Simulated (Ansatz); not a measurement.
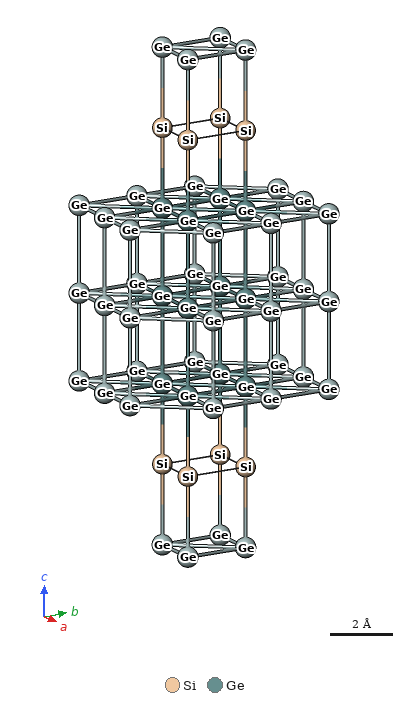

**Figure 1.** The structure as given in the input (ball-and-stick view of the cell of the calculation, seen slightly off an axis; neighbours outside the cell are drawn fainter).

# Ge3Si: geometry relaxation (part 1 of 2)

System: Ge3Si (P6/mmm, 4 atoms in the cell).
Method: DFT PBE, scalar-relativistic, plane waves, PAW, no spin polarisation (Ansatz 0.2.0).

The structure was made by a generator, so it may or may not be a known phase.

The input:
```yaml
crystal:
  lattice:
    - [2.7868706927, 0.0, 0.0]
    - [-1.3934353464, 2.4135008169, 0.0]
    - [0.0, 0.0, 11.1291573068]
  atoms:
    - { symbol: Si, position: [0.0, 0.0, 0.0] }
    - { symbol: Ge, position: [0.0, 0.0, 0.2392527208] }
    - { symbol: Ge, position: [0.0, 0.0, 0.5] }
    - { symbol: Ge, position: [0.0, 0.0, 0.7607472792] }
basis:
  ecutwfc: 420
kpoints:
  mp_grid: { grid: [18, 18, 4] }
hamiltonian:
  xc: pbe
scf:
  occupations: { method: gaussian, width: 0.1 }
output:
  forces: true
  stress: true
  eigenvalues: true
  write_density: true
  write_potential: true
  elf: true
  volumetric_format: npy
relax:
  adjacent_minimum: "off"
  f_tol: 0.01
  max_steps: 80
  cell: { stress_tol: 0.05 }
```

Machine: 1 thread of Intel Xeon @ 2.70GHz, 189 GiB of memory available, shared host.

Run as:
```bash
ansatz run input.yaml --threads 1 --pin off --max-ram 2560MiB --backend cpu --events-out ev --progress --plain --runs-dir out
```

What the program printed:
```
Engine: ansatz 0.2.0, x86_64-unknown-linux-gnu
Pseudopotentials: kind: paw
Pseudopotential: Si, paw, valence charge 4, recommended cutoff 420 eV (normal), Si.paw.azcp
Pseudopotential: Ge, paw, valence charge 14, recommended cutoff 420 eV (normal), Ge.paw.azcp
Functional definition: PBE
  parameter kappa = 0.804
  parameter beta = 0.06672455060314922
  exchange = pbe_x(kappa = kappa, mu = beta*pi^2/3)
  correlation = pbe_c(beta = beta)
Crystal: 4 atoms, lattice volume = 74.856 Å³
Basis set: ecut = 420 eV, 1501 PW (Γ), exchange–correlation on 40×40×150 points (8 copies of the dense FFT grid, shifted against one another)
Bands: 28, of which v1, the nominal top of the filled ones, is band 23 counted from 1 (22 counted from 0)
Symmetry: 24 space group operations
Space group: P6/mmm (ITA 191), of the structure as read, at distance tolerance 4.2e-5 Å
k-points: 111 of 1296
Non-local potential: Si, projectors of the file, l = 0: 2, l = 1: 2, l = 2: 2
Non-local potential: Ge, projectors of the file, l = 0: 2, l = 1: 2, l = 2: 3, l = 3: 1
PAW form: soft (Blöchl's): semilocal exchange-correlation on the pseudo side does not see the compensation charge
PAW one-centre angular grid: Si, 110 points (default); XC on 64 Gauss nodes
PAW one-centre angular grid: Ge, 590 points (default); XC on 64 Gauss nodes
Initial density: superposition of atomic densities (neutral atoms: chi_scale 0, normalization atom), corrected by the library's trained network
Initial wavefunctions: pseudopotential atomic-orbital guess
Functional: x = pbe(κ = 0.804, μ = 0.2195149727645171), c = pbe(β = 0.06672455060314922)
SCF iter   1: F=—  HF=-13519.456437 eV  |F-HF|=—  |Δ(HF+E_count)|=         —  Δρ=1.52e-3  dr2=3.20e-3  ethr=1.77e-3  ⟨swp⟩=6.0  Hψ=28389  notcnv=0  defer=12
automatic band count: the SCF goes on with 33 bands, as 28 were too few: the levels above may hold too much charge
preconditioner: auto → none  [metal: Δε(μ)=0.013 eV  Ē_g=23.050 eV  σ=0.100 eV  W_gap=0.07  n_scr=8 (ndim 8)  ℏωp=29.1 eV  f_vac=0.000  D(μ)=1.55/eV (n_scr^D=6)  sad-step TF]
SCF iter   2: F=—  HF=-13519.455496 eV  |F-HF|=—  |Δ(HF+E_count)|=   9.42e-4  Δρ=1.00e-3  dr2=1.30e-3  ethr=6.95e-6  ⟨swp⟩=1.2  Hψ=4571  notcnv=0  defer=32
SCF iter   3: F=—  HF=-13519.455545 eV  |F-HF|=—  |Δ(HF+E_count)|=   4.96e-5  Δρ=4.85e-4  dr2=1.18e-4  ethr=2.82e-6  ⟨swp⟩=2.0  Hψ=5611  notcnv=0  defer=32
SCF iter   4: F=—  HF=-13519.455416 eV  |F-HF|=—  |Δ(HF+E_count)|=   1.30e-4  Δρ=1.40e-4  dr2=8.37e-5  ethr=2.57e-7  ⟨swp⟩=2.0  Hψ=5875  notcnv=0  defer=32
SCF iter   5: F=—  HF=-13519.455423 eV  |F-HF|=—  |Δ(HF+E_count)|=   7.00e-6  Δρ=8.51e-5  dr2=7.02e-6  ethr=1.82e-7  ⟨swp⟩=1.1  Hψ=3334  notcnv=0  defer=32
SCF iter   6: F=—  HF=-13519.455422 eV  |F-HF|=—  |Δ(HF+E_count)|=   2.06e-7  Δρ=1.02e-5  dr2=1.11e-7  ethr=1.53e-8  ⟨swp⟩=2.0  Hψ=5568  notcnv=0  defer=32
SCF iter   7: F=-13519.455422 eV  HF=-13519.455422 eV  |F-HF|=3.54e-8  |Δ(HF+E_count)|=   1.18e-8  Δρ=4.71e-6  dr2=2.82e-8  ethr=2.17e-10  ⟨swp⟩=10.7  Hψ=21720  notcnv=0
SCF 1 converged in 7 iterations: F = -13519.455422 eV  dr2 = 2.82e-8
  greatest PAW one-centre occupation: 0.998 electrons in one spin orbital (limit 2), on the Ge atom at site 2 (counted from 0), in its partial waves of l = 2
relax step   1: F+E_penalty+E_count = -13519.45542233 eV  Δ(F+E_penalty+E_count) = +0.000e0 eV  max|allowed force component| = 1.614e-2 eV/Å  Δτ_max = 0.0000 Å  P = -0.727 GPa  Ω = 74.856 Å³  (7 SCF iters, dr2 threshold 1.00e-7 eV, accepted)
Crystal: 4 atoms, lattice volume = 72.982 Å³
Basis set: ecut = 420 eV, 1451 PW (Γ), exchange–correlation on 40×40×150 points (8 copies of the dense FFT grid, shifted against one another)
Bands: 33, of which v1, the nominal top of the filled ones, is band 23 counted from 1 (22 counted from 0)
Initial density: handed on by an earlier stage of this run
Initial wavefunctions: those handed on with the density
iter 1 solved again at ethr=5.45e-5 eV; its pass at ethr=3.10e-3 eV (dr2=2.51e-2 eV) is discarded
SCF iter   1: F=—  HF=-13519.571152 eV  |F-HF|=—  |Δ(HF+E_count)|=         —  Δρ=4.40e-3  dr2=2.58e-2  ethr=5.45e-5  ⟨swp⟩=1.4  Hψ=18494  notcnv=0
preconditioner: auto → none  [metal: Δε(μ)=0.020 eV  Ē_g=23.133 eV  σ=0.100 eV  W_gap=0.11  n_scr=8 (ndim 8)  ℏωp=29.5 eV  f_vac=0.000  D(μ)=1.96/eV (n_scr^D=6)]
SCF iter   2: F=—  HF=-13519.568060 eV  |F-HF|=—  |Δ(HF+E_count)|=   3.09e-3  Δρ=1.92e-3  dr2=2.08e-3  ethr=5.45e-5  ⟨swp⟩=1.0  Hψ=3663  notcnv=0
SCF iter   3: F=—  HF=-13519.567967 eV  |F-HF|=—  |Δ(HF+E_count)|=   9.33e-5  Δρ=7.69e-4  dr2=7.60e-4  ethr=4.52e-6  ⟨swp⟩=1.7  Hψ=3963  notcnv=0
SCF iter   4: F=—  HF=-13519.567957 eV  |F-HF|=—  |Δ(HF+E_count)|=   9.80e-6  Δρ=1.63e-4  dr2=1.12e-5  ethr=1.65e-6  ⟨swp⟩=1.0  Hψ=3665  notcnv=0
SCF iter   5: F=—  HF=-13519.567904 eV  |F-HF|=—  |Δ(HF+E_count)|=   5.29e-5  Δρ=2.98e-5  dr2=1.72e-6  ethr=2.44e-8  ⟨swp⟩=2.7  Hψ=5756  notcnv=0
SCF iter   6: F=-13519.567904 eV  HF=-13519.567904 eV  |F-HF|=3.31e-8  |Δ(HF+E_count)|=   2.73e-7  Δρ=5.28e-6  dr2=3.74e-8  ethr=8.70e-10  ⟨swp⟩=9.5  Hψ=24126  notcnv=0
SCF 2 converged in 6 iterations: F = -13519.567904 eV  dr2 = 3.74e-8
relax step   2: F+E_penalty+E_count = -13519.56790413 eV  Δ(F+E_penalty+E_count) = -1.125e-1 eV  max|allowed force component| = 7.103e-2 eV/Å  Δτ_max = 0.0608 Å  P = +0.040 GPa  Ω = 72.982 Å³  energy of the carried Pulay correction = +3.753e-4 eV  (6 SCF iters, dr2 threshold 4.00e-7 eV, accepted)
Crystal: 4 atoms, lattice volume = 73.147 Å³
Basis set: ecut = 420 eV, 1439 PW (Γ), exchange–correlation on 40×40×150 points (8 copies of the dense FFT grid, shifted against one another)
iter 1 solved again at ethr=2.70e-6 eV; its pass at ethr=3.10e-3 eV (dr2=1.24e-3 eV) is discarded
SCF iter   1: F=—  HF=-13519.569966 eV  |F-HF|=—  |Δ(HF+E_count)|=         —  Δρ=1.05e-3  dr2=1.36e-3  ethr=2.70e-6  ⟨swp⟩=2.0  Hψ=17941  notcnv=0
preconditioner: auto → none  [metal: Δε(μ)=0.040 eV  Ē_g=23.112 eV  σ=0.100 eV  W_gap=0.22  n_scr=8 (ndim 8)  ℏωp=29.4 eV  f_vac=0.000  D(μ)=1.90/eV (n_scr^D=6)]
SCF iter   2: F=—  HF=-13519.569828 eV  |F-HF|=—  |Δ(HF+E_count)|=   1.39e-4  Δρ=4.56e-4  dr2=1.15e-4  ethr=2.70e-6  ⟨swp⟩=1.0  Hψ=3663  notcnv=0
SCF iter   3: F=—  HF=-13519.569773 eV  |F-HF|=—  |Δ(HF+E_count)|=   5.41e-5  Δρ=1.91e-4  dr2=5.71e-5  ethr=2.51e-7  ⟨swp⟩=1.7  Hψ=4038  notcnv=0
iter 4 did not close the SCF: its close was put off for the readings that it lacked (scf_convergence_deferred on its scf_iter line)
SCF iter   4: F=-13519.569771 eV  HF=-13519.569770 eV  |F-HF|=5.89e-8  |Δ(HF+E_count)|=   3.01e-6  Δρ=3.38e-5  dr2=3.67e-7  ethr=1.24e-7  ⟨swp⟩=1.0  Hψ=3663  notcnv=0
iter 5 did not close the SCF: its close was put off for the readings that it lacked (scf_convergence_deferred on its scf_iter line)
SCF iter   5: F=-13519.569770 eV  HF=-13519.569771 eV  |F-HF|=8.31e-8  |Δ(HF+E_count)|=   1.09e-7  Δρ=7.99e-6  dr2=7.24e-8  ethr=7.99e-10  ⟨swp⟩=2.0  Hψ=6224  notcnv=0
SCF iter   6: F=-13519.569771 eV  HF=-13519.569771 eV  |F-HF|=2.89e-10  |Δ(HF+E_count)|=   2.31e-8  Δρ=1.60e-6  dr2=1.79e-9  ethr=1.57e-10  ⟨swp⟩=5.1  Hψ=18784  notcnv=0
SCF 3 converged in 6 iterations: F = -13519.569771 eV  dr2 = 1.79e-9
relax step   3: F+E_penalty+E_count = -13519.56977055 eV  Δ(F+E_penalty+E_count) = -1.866e-3 eV  max|allowed force component| = 2.522e-2 eV/Å  Δτ_max = 0.0165 Å  P = -0.063 GPa  Ω = 73.147 Å³  energy of the carried Pulay correction = +3.418e-4 eV  (6 SCF iters, dr2 threshold 4.00e-7 eV, accepted)
Crystal: 4 atoms, lattice volume = 73.009 Å³
iter 1 solved again at ethr=1.30e-7 eV; its pass at ethr=3.10e-3 eV (dr2=5.96e-5 eV) is discarded
SCF iter   1: F=—  HF=-13519.569964 eV  |F-HF|=—  |Δ(HF+E_count)|=         —  Δρ=3.31e-4  dr2=6.16e-5  ethr=1.30e-7  ⟨swp⟩=2.1  Hψ=17036  notcnv=0
preconditioner: auto → none  [metal: Δε(μ)=0.045 eV  Ē_g=23.124 eV  σ=0.100 eV  W_gap=0.25  n_scr=8 (ndim 8)  ℏωp=29.5 eV  f_vac=0.000  D(μ)=1.80/eV (n_scr^D=6)]
SCF iter   2: F=—  HF=-13519.569912 eV  |F-HF|=—  |Δ(HF+E_count)|=   5.18e-5  Δρ=1.56e-4  dr2=7.51e-6  ethr=1.30e-7  ⟨swp⟩=1.0  Hψ=3663  notcnv=0
SCF iter   3: F=—  HF=-13519.569912 eV  |F-HF|=—  |Δ(HF+E_count)|=   6.33e-7  Δρ=3.90e-5  dr2=5.51e-6  ethr=1.63e-8  ⟨swp⟩=1.7  Hψ=4125  notcnv=0
iter 4 did not close the SCF: its close was put off for the readings that it lacked (scf_convergence_deferred on its scf_iter line)
SCF iter   4: F=-13519.569911 eV  HF=-13519.569911 eV  |F-HF|=4.74e-9  |Δ(HF+E_count)|=   3.90e-7  Δρ=7.63e-6  dr2=3.03e-8  ethr=1.20e-8  ⟨swp⟩=1.1  Hψ=3674  notcnv=0
iter 5 did not close the SCF: its close was put off for the readings that it lacked (scf_convergence_deferred on its scf_iter line)
SCF iter   5: F=-13519.569911 eV  HF=-13519.569911 eV  |F-HF|=2.25e-9  |Δ(HF+E_count)|=   4.11e-9  Δρ=1.70e-6  dr2=3.37e-9  ethr=6.58e-11  ⟨swp⟩=2.8  Hψ=5994  notcnv=0
SCF iter   6: F=-13519.569911 eV  HF=-13519.569911 eV  |F-HF|=5.46e-11  |Δ(HF+E_count)|=  6.91e-11  Δρ=3.28e-7  dr2=5.66e-11  ethr=7.33e-12  ⟨swp⟩=4.3  Hψ=16504  notcnv=0
SCF 4 converged in 6 iterations: F = -13519.569911 eV  dr2 = 5.66e-11
relax step   4: F+E_penalty+E_count = -13519.56991131 eV  Δ(F+E_penalty+E_count) = -1.408e-4 eV  max|allowed force component| = 4.289e-3 eV/Å  Δτ_max = 0.0057 Å  P = +0.041 GPa  Ω = 73.009 Å³  energy of the carried Pulay correction = +3.698e-4 eV  (6 SCF iters, dr2 threshold 3.97e-8 eV, accepted)
Crystal: 4 atoms, lattice volume = 73.064 Å³
iter 1 solved again at ethr=4.01e-9 eV; its pass at ethr=3.10e-3 eV (dr2=1.84e-6 eV) is discarded
SCF iter   1: F=—  HF=-13519.569968 eV  |F-HF|=—  |Δ(HF+E_count)|=         —  Δρ=6.57e-5  dr2=2.22e-6  ethr=4.01e-9  ⟨swp⟩=2.1  Hψ=16447  notcnv=0
preconditioner: auto → none  [metal: Δε(μ)=0.046 eV  Ē_g=23.121 eV  σ=0.100 eV  W_gap=0.25  n_scr=8 (ndim 8)  ℏωp=29.5 eV  f_vac=0.000  D(μ)=1.83/eV (n_scr^D=6)]
SCF iter   2: F=—  HF=-13519.569918 eV  |F-HF|=—  |Δ(HF+E_count)|=   4.94e-5  Δρ=3.17e-5  dr2=4.94e-7  ethr=4.01e-9  ⟨swp⟩=1.5  Hψ=3991  notcnv=0
SCF iter   3: F=—  HF=-13519.569918 eV  |F-HF|=—  |Δ(HF+E_count)|=   1.66e-8  Δρ=1.10e-5  dr2=8.59e-8  ethr=1.07e-9  ⟨swp⟩=1.0  Hψ=3669  notcnv=0
iter 4 did not close the SCF: its close was put off for the readings that it lacked (scf_convergence_deferred on its scf_iter line)
SCF iter   4: F=-13519.569918 eV  HF=-13519.569918 eV  |F-HF|=5.15e-9  |Δ(HF+E_count)|=   5.90e-9  Δρ=1.67e-6  dr2=6.24e-9  ethr=1.87e-10  ⟨swp⟩=1.6  Hψ=3971  notcnv=0
iter 5 did not close the SCF: its close was put off for the readings that it lacked (scf_convergence_deferred on its scf_iter line)
SCF iter   5: F=-13519.569918 eV  HF=-13519.569918 eV  |F-HF|=1.47e-10  |Δ(HF+E_count)|=  6.86e-10  Δρ=4.15e-7  dr2=1.92e-10  ethr=1.36e-11  ⟨swp⟩=2.7  Hψ=5813  notcnv=0
SCF iter   6: F=-13519.569918 eV  HF=-13519.569918 eV  |F-HF|=1.27e-11  |Δ(HF+E_count)|=  2.91e-11  Δρ=6.74e-8  dr2=4.53e-12  ethr=1.00e-12  ⟨swp⟩=3.9  Hψ=15669  notcnv=0
SCF 5 converged in 6 iterations: F = -13519.569918 eV  dr2 = 4.53e-12
relax step   5: F+E_penalty+E_count = -13519.56991826 eV  Δ(F+E_penalty+E_count) = -6.958e-6 eV  max|allowed force component| = 4.558e-4 eV/Å  Δτ_max = 0.0009 Å  P = -0.009 GPa  Ω = 73.064 Å³  energy of the carried Pulay correction = +3.586e-4 eV  (6 SCF iters, accepted)
Basis set: ecut = 420 eV, 1439 PW (Γ), exchange–correlation on 40×40×144 points (8 copies of the dense FFT grid, shifted against one another)
Initial wavefunctions: pseudopotential atomic-orbital guess (no wavefunctions were taken with the density)
iter 1 solved again at ethr=1.80e-7 eV; its pass at ethr=3.10e-3 eV (dr2=8.28e-5 eV) is discarded
SCF iter   1: F=—  HF=-13519.568029 eV  |F-HF|=—  |Δ(HF+E_count)|=         —  Δρ=6.51e-4  dr2=6.53e-6  ethr=1.80e-7  ⟨swp⟩=2.5  Hψ=23214  notcnv=0
preconditioner: auto → none  [metal: Δε(μ)=0.046 eV  Ē_g=23.120 eV  σ=0.100 eV  W_gap=0.25  n_scr=8 (ndim 8)  ℏωp=29.5 eV  f_vac=0.000  D(μ)=1.83/eV (n_scr^D=6)]
SCF iter   2: F=—  HF=-13519.569295 eV  |F-HF|=—  |Δ(HF+E_count)|=   1.27e-3  Δρ=3.26e-4  dr2=1.72e-6  ethr=1.42e-8  ⟨swp⟩=2.3  Hψ=4368  notcnv=0
SCF iter   3: F=—  HF=-13519.569725 eV  |F-HF|=—  |Δ(HF+E_count)|=   4.29e-4  Δρ=2.77e-5  dr2=3.08e-7  ethr=3.73e-9  ⟨swp⟩=2.0  Hψ=6213  notcnv=0
SCF iter   4: F=—  HF=-13519.569727 eV  |F-HF|=—  |Δ(HF+E_count)|=   2.52e-6  Δρ=2.22e-6  dr2=4.13e-9  ethr=6.70e-10  ⟨swp⟩=2.0  Hψ=5464  notcnv=0
SCF iter   5: F=—  HF=-13519.569727 eV  |F-HF|=—  |Δ(HF+E_count)|=   1.33e-8  Δρ=4.05e-7  dr2=2.61e-10  ethr=8.99e-12  ⟨swp⟩=2.1  Hψ=5766  notcnv=0
SCF iter   6: F=-13519.569727 eV  HF=-13519.569727 eV  |F-HF|=1.82e-11  |Δ(HF+E_count)|=  2.18e-11  Δρ=1.71e-7  dr2=7.67e-12  ethr=1.00e-12  ⟨swp⟩=5.2  Hψ=12845  notcnv=0
SCF 6 converged in 6 iterations: F = -13519.569727 eV  dr2 = 7.67e-12
relax step   6: F+E_penalty+E_count = -13519.56972738 eV  Δ(F+E_penalty+E_count) = +1.909e-4 eV  max|allowed force component| = 3.002e-4 eV/Å  Δτ_max = 0.0000 Å  P = -0.005 GPa  Ω = 73.064 Å³  stress off target by 5.50e-3 GPa  SCF on the basis re-selected at this cell (its energy is not comparable with the rows above)  (6 SCF iters)
```

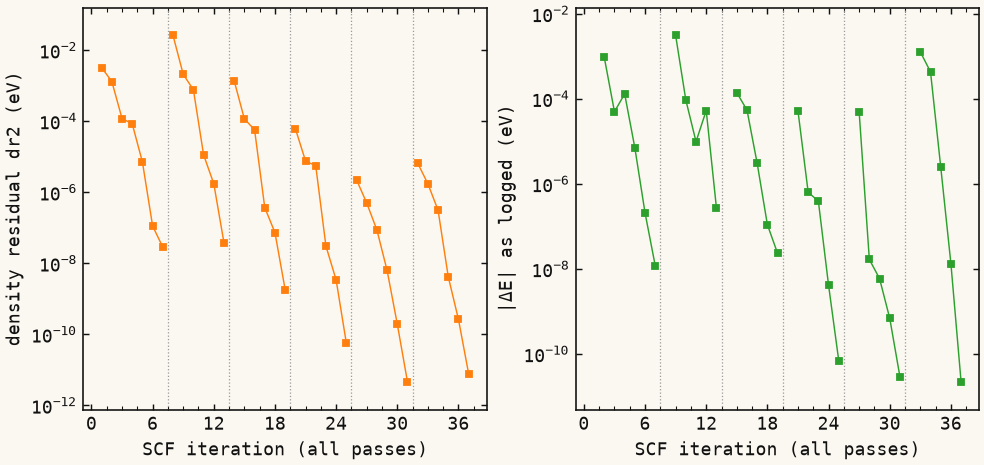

**Figure 2.** Convergence of the self-consistent field: density residual dr2 and size of the energy change against the SCF iteration. The dotted lines part the SCF passes of the relaxation: geometry steps, rejected trials and re-solves on a re-selected basis. The 6 passes take 6 to 7 iterations each, 37 in all.
